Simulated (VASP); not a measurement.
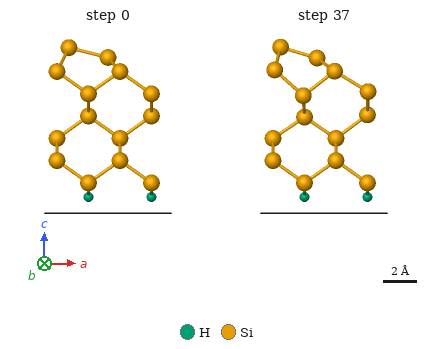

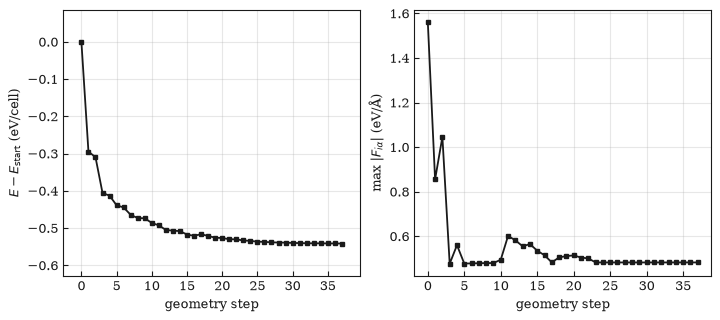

First and last geometry of a relaxation of a slab of composition Si7H2, with the history of the run. The picture is a ball-and-stick view of the cell of the calculation, outlined in the plane, without the vacuum (origin shifted), seen along the b axis.

The run lets the atoms move in a fixed cell. 10 atoms are held fixed.

Level of theory: Kohn-Sham DFT of a periodic cell, PBE with D3(BJ), VASP PAW PBE potentials, recommended (VASP 6.6.1).

The input:
```
  PREC = Normal
  ENCUT = 450
  EDIFF = 1E-6
  ISMEAR = 0
  SIGMA = 0.05
  LREAL = Auto
  LASPH = T
  NELM = 80
  ALGO = Normal
  ISIF = 2
  LWAVE = F
  LCHARG = F
  LDIPOL = T
  IDIPOL = 3
  DIPOL = 0.5 0.5 0.472
  GGA = PE
  IVDW = 12
  IBRION = 2
  NSW = 90
  EDIFFG = -0.03
```

Launched with:
```bash
cat potpaw_PBE.64/H/POTCAR potpaw_PBE.64/Si/POTCAR > POTCAR
mpirun -np 8 vasp_std > vasp.out
```

Q: Read the history and describe the run.

A: It converged. The largest move is that of a Si atom, 0.43 Å within the plane. H stays in place. The lattice vectors keep their values. Among the contacts that change: Si–Si 2.451 → 2.315 Å, Si–Si 2.514 → 2.394 Å, Si–Si 2.221 → 2.335 Å, Si–Si 2.347 → 2.418 Å. Among the angles between lasting bonds that change: Si–Si–Si 95.6° → 106.0°, Si–Si–Si 109.5° → 100.1°, Si–Si–Si 98.0° → 88.7°. After 37 geometry steps the energy has fallen by 0.541 eV per cell of the calculation. The largest force component goes from 1.6 to 0.48 eV/Å.
